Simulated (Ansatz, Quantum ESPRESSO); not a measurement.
# Si(111), Cl on both faces, 5 bilayers against a metal electrode: the far face's level over the Fermi level at a withheld member of a series

How the rows were computed: Quantum ESPRESSO 7.5, PBE, GBRV ultrasoft. The slab is relaxed neutral, then held. ESM with bc3: vacuum below and a metal electrode about 6 Å above the top atoms. Fermi-Dirac smearing of 0.004 Ry and a dense mesh. Charges are set per cell from the starting area. The slabs take the lattice constants of the bulk relaxed by the same program. The series steps the charge of the slab (positive: electrons removed).

| charge of the slab | far face's level over the Fermi level (eV) |
| --- | --- |
| 1 ×10¹³ e/cm² | 5.6765 |
| 2 ×10¹³ e/cm² | 5.6993 |
| 4.5 ×10¹³ e/cm² | 5.7293 |
| 6 ×10¹³ e/cm² | 5.7432 |
| 7 ×10¹³ e/cm² | 5.7517 |
| 8 ×10¹³ e/cm² | 5.7504 |

**Question.** What is the far face's level over the Fermi level at 3 ×10¹³ e/cm²?

By hand: The rows at 2 ×10¹³ e/cm² and 4.5 ×10¹³ e/cm² give a slope of (5.7293 − (5.6993))/(4.5 − (2)) = 0.012, so a straight line gives 5.7113 eV. A parabola through these and the row at 1 ×10¹³ e/cm² gives 5.7159 eV.

What the calculation gave: 5.7124 eV. The line misses by −0.0011 and the parabola by +0.0035 eV. The line does better here.

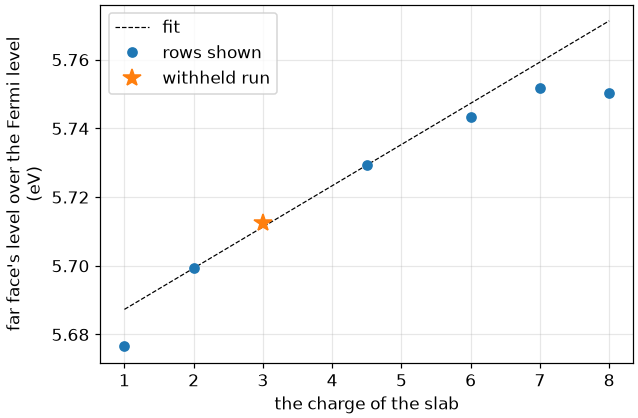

The rows shown, the fit and the withheld run.

Caveats: Vacuum fills the gap; ions don't answer the charge; added electrons can spill towards the electrode at the most negative charges. Members without a usable value, or on the other side of zero field or charge, are not listed.
